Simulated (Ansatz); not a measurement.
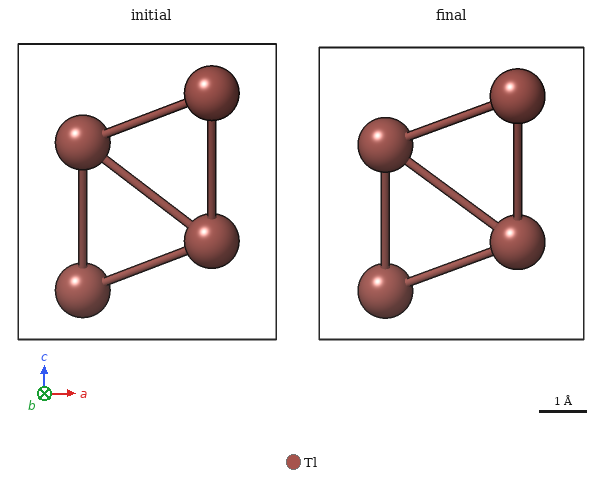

The structure of solid Tl (set up in P6_3/mmc) before (left) and after (right) a relaxation, at one scale.

Style: ball-and-stick. Shown: the cell of the calculation, along the b axis.

Level of theory: Ansatz 0.2.0, DFT PBE, scalar-relativistic, plane waves, PAW; settings changed.

The input:
```yaml
crystal:
  lattice:
    - [0.0, 0.0, 5.4942765172]
    - [-7.2676120258, -1.0e-10, 0.0]
    - [3.633806013, -6.2939366391, 0.0]
  atoms:
    - { symbol: Tl, position: [0.25, 0.3333333333, 0.1666666667] }
    - { symbol: Tl, position: [0.25, 0.3333333333, 0.6666666667] }
    - { symbol: Tl, position: [0.25, 0.8333333333, 0.1666666667] }
    - { symbol: Tl, position: [0.25, 0.8333333333, 0.6666666667] }
    - { symbol: Tl, position: [0.75, 0.1666666667, 0.3333333333] }
    - { symbol: Tl, position: [0.75, 0.1666666667, 0.8333333333] }
    - { symbol: Tl, position: [0.75, 0.6666666667, 0.3333333333] }
    - { symbol: Tl, position: [0.75, 0.6666666667, 0.8333333333] }
basis:
  ecutwfc: 420
  ecutrho_ratio: 4
kpoints:
  mp_grid: { grid: [12, 9, 9] }
hamiltonian:
  xc: pbe
scf:
  occupations: { method: gaussian, width: 0.1 }
output:
  forces: true
  eigenvalues: true
  stress: true
relax:
  adjacent_minimum: "off"
  f_tol: 0.015
  max_steps: 60
  cell: { stress_tol: 0.15 }
```

Launched with:
```bash
ansatz run input.yaml --threads 1 --pin off --max-ram 2560MiB --backend cpu --events-out ev --progress --plain --runs-dir out
```

Question: What changed between the two?

Answer: The run was cut off at its time limit before the relaxation converged, so the last structure is only a point on the way. Over 3 geometry steps the energy falls by 10.8 meV per cell of the calculation. All forces vanish by symmetry, so only the cell relaxes. The pressure goes from 0.10 to −0.02 GPa. No atom moves by more than 0.005 Å relative to the cell. Cell: a 5.494 → 5.632 Å (+2.5 %), b = c 7.268 → 7.180 Å (−1.2 %). Volume +0.1 %. Among the contacts that change: Tl1–Tl2 3.634 → 3.590 Å, Tl1–Tl5 3.457 → 3.497 Å. Among the angles between lasting bonds that change: Tl5–Tl3–Tl5 105.3° → 107.3°. The space group stays P6_3/mmc (No. 194). Cost: 3.3 min on 1 thread of Intel(R) Xeon(R) 6975P-C (Granite Rapids) (shared host), peak memory 1.1 GiB.
